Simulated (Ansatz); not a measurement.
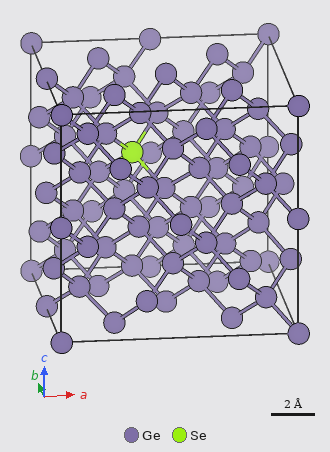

This is the input geometry for a relaxation of a defect cell of composition Ge₆₃Se (cell charge +2). A ball-and-stick model of the cell of the calculation (origin shifted), seen from a free direction.

The atoms of the start lie slightly off their symmetric places, so part of the fall in energy undoes that.

Computed with DFT, PBEsol, PAW, plane waves in Ansatz 0.2.0.

(plane-wave cutoff 420 eV; k-point mesh 1 × 1 × 1; mesh shifted by (0.25, 0.25, 0.25); collinear spin; atoms relaxed in a fixed cell; force threshold 0.03 eV/Å; at most 80 steps)

```
Ge Se
1.0
    11.35118    0.00000    0.00000
     0.00000   11.35118    0.00000
     0.00000    0.00000   11.35118
Ge Se
63 1
Cartesian
  0.0228 11.3444 11.3407
  0.0040 11.3071 5.6639
  0.0150 5.6652 0.0015
  0.0008 5.6852 5.6961
  5.6643 11.3344 0.0188
  5.7042 0.0095 5.6874
  5.6815 5.6982 11.3425
  1.3912 1.4522 1.3737
  1.4126 1.4311 7.1095
  1.4379 7.0741 1.4300
  1.4167 7.0790 7.1281
  7.0917 1.4024 1.4123
  7.1019 1.4435 7.1157
  7.0979 7.0822 1.4119
  7.0735 7.0997 7.1173
  2.7919 2.8286 11.3176
  2.8144 2.8372 5.6593
  2.8251 8.4982 11.3502
  2.8293 8.5020 5.6873
  8.5196 2.8570 0.0020
  8.5462 2.8364 5.6532
  8.5210 8.5303 0.0055
  8.4995 8.4928 5.6887
  4.2261 4.2520 1.4220
  4.2556 4.2791 7.0813
  4.2985 9.9002 1.4275
  4.2282 9.9224 7.1134
  9.9550 4.2234 1.3838
  9.9356 4.2523 7.0857
  9.9013 9.9256 1.4088
  9.9307 9.9225 7.1046
  2.8352 0.0251 2.8364
  2.8305 11.3131 8.4983
  2.8521 5.6925 2.8529
  2.8487 5.7012 8.4935
  8.5036 11.3339 2.8252
  8.5186 11.3465 8.4986
  8.5026 5.6967 2.8011
  8.5096 5.6977 8.4946
  4.2882 1.4208 4.2498
  4.2931 1.4432 9.8984
  4.2683 7.1118 4.2803
  4.2406 7.0884 9.9443
  9.9121 1.3663 4.2823
  9.9201 1.3833 9.9297
  9.9362 7.1033 4.2360
  9.9468 7.1047 9.9162
  0.0184 2.8017 2.8324
  0.0022 2.8322 8.4895
  0.0002 8.4817 2.8000
  11.3510 8.4814 8.5088
  5.6371 2.8380 2.8421
  5.7018 2.8174 8.5136
  5.6661 8.5235 2.8440
  5.6657 8.5332 8.5274
  1.3903 4.2820 4.2393
  1.4190 4.2490 9.9451
  1.3852 9.9592 4.2730
  1.4067 9.9410 9.9087
  7.0495 4.2806 4.2542
  7.1242 4.2614 9.9470
  7.1210 9.9189 4.2265
  7.0803 9.8896 9.9066
  5.6936 5.6787 5.6550
```

> Where does the relaxation end?

The largest move is that of Ge60, 0.17 Å roughly along [1 −1 −1]. Largest moves by element: Ge 0.17 Å, Se 0.05 Å. The lattice vectors keep their values. Among the contacts that change: Ge60–Se64 2.399 → 2.605 Å, Ge42–Se64 2.444 → 2.612 Å, Ge25–Se64 2.462 → 2.616 Å, Ge15–Se64 2.462 → 2.574 Å. Among the angles between lasting bonds that change: Ge44–Ge21–Ge60 111.7° → 105.1°, Ge10–Ge34–Ge42 110.2° → 104.1°, Ge26–Ge54–Ge42 110.5° → 104.9°. After 3 geometry steps the energy has fallen by 0.967 eV per cell of the calculation. Largest force component: 1.3 eV/Å at the start, 0.017 eV/Å at the end. The program noted that the starting moments weren't kept.

After the run, drawn alike:

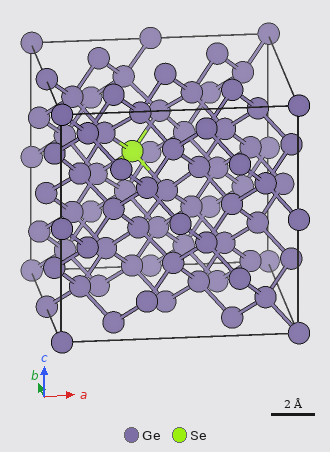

Limits of the set-up: the cell is charged, on a uniform background, and energies carry no finite-size correction.
